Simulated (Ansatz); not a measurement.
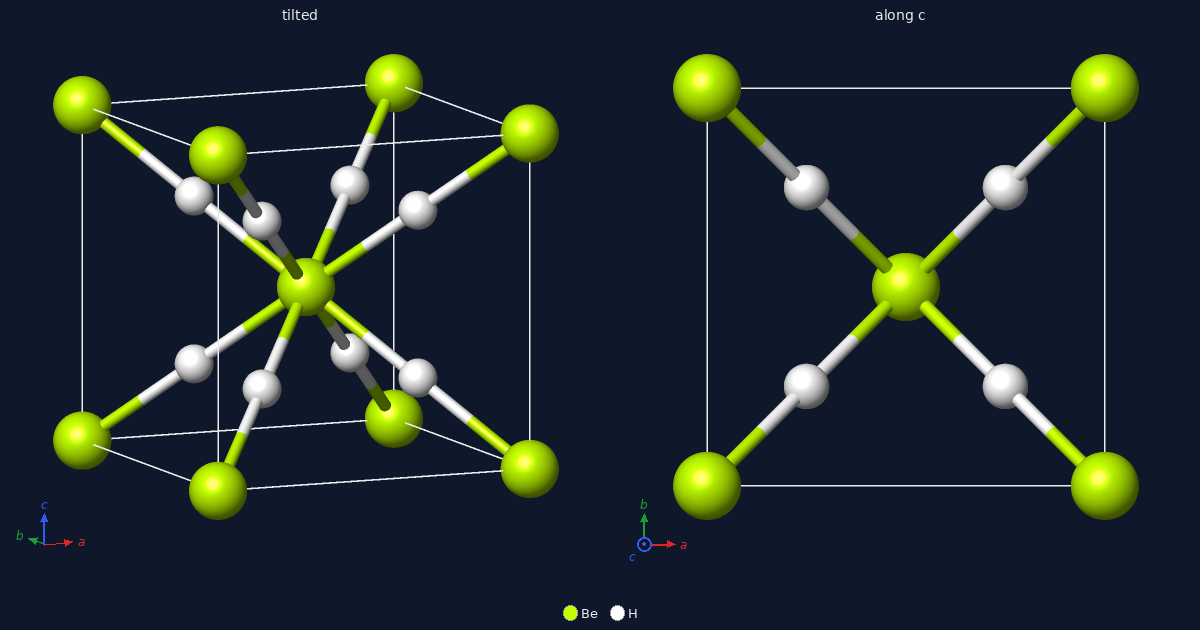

This ball-and-stick model is shown slightly off an axis and along the c axis. The frame is the conventional unit cell; atoms at its boundary are shown with their periodic copies. Cell: a = 3.66 Å, b = 3.66 Å, c = 3.66 Å, α = 90.00°, β = 90.00°, γ = 90.00°.

The initial geometry was a random cell made by a generator, so it need not be a real form of the compound. Earlier steps of the study may have refined or changed the cell and positions. An electronic-structure calculation with Ansatz was run on it.

Question: Explain the picture.

Answer: This is BeH4. It belongs to space group Im-3m (No. 229) and has a body-centred cubic lattice. Counting shared atoms by their share gives 2 Be, 8 H, or 10 atoms. Each Be atom has eight H in a cubic arrangement at about 1.6 Å around it. The coordination shell of H holds two Be in a linear arrangement at about 1.6 Å. The bonds build a three-dimensional framework.

Run with DFT PBE, scalar-relativistic, plane waves, PAW in Ansatz 0.2.0 and these settings: a 420 eV plane-wave basis, k-points about 0.17 Å⁻¹ apart, Gaussian smearing of 0.1 eV, no spin polarisation.

Question: Metal or not?

Answer: A metal: bands cross the Fermi level.

Question: Predict the Bader charges.

Answer: Be +1.55 e; H -0.39 e.

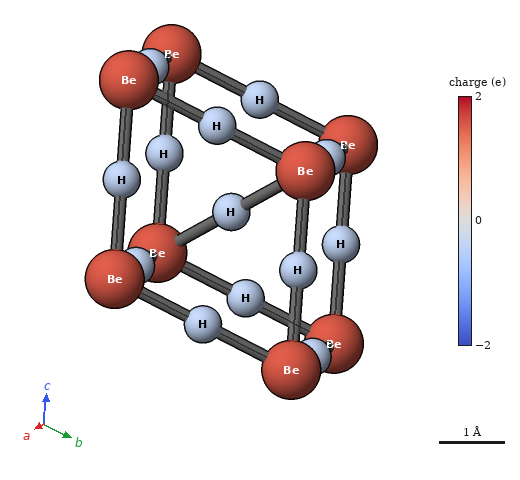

The atoms coloured by those charges. The run's cell of 5 atoms is drawn, so axes and origin can differ from the first picture.

Question: Is this an equilibrium geometry for the method given?

Answer: Yes. All forces vanish to within 0.01 eV/Å. The pressure is 0.0 GPa, close to zero.
